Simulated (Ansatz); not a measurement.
Consider this structure.

Space group P-3m1 (No. 164). a = 2.473 Å, b = 2.473 Å, c = 4.035 Å, α = 90.00°, β = 90.00°, γ = 120.00°
| atom | site | symmetry | x | y | z |
| --- | --- | --- | --- | --- | --- |
| Co | 2d | 3m. | 0.6667 | 0.3333 | 0.2567 |

> What crystal do these data define?

The element is cobalt. It is primitive hexagonal, space group P-3m1 (No. 164). The cell holds two atoms. The Co atoms are each bonded to twelve Co in an anticuboctahedral arrangement at 2.43 to 2.52 Å. The bonds build a three-dimensional framework.

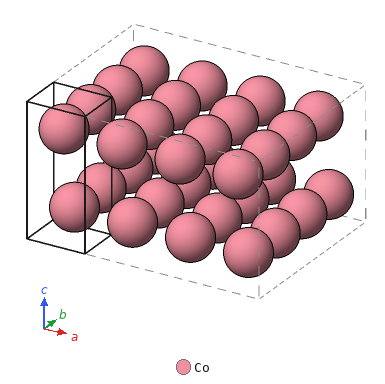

The image is a spheres-only drawing of a crystal, viewed slightly off an axis. The structure is repeated 4×4×1 times; solid lines mark one conventional unit cell.

It derives from a structure listed in the Materials Project. Earlier steps of the study, as a rule a relaxation of our own, may have changed the cell and positions, so they can lie some per cent off the listed ones. It was run through Ansatz as a DFT input.
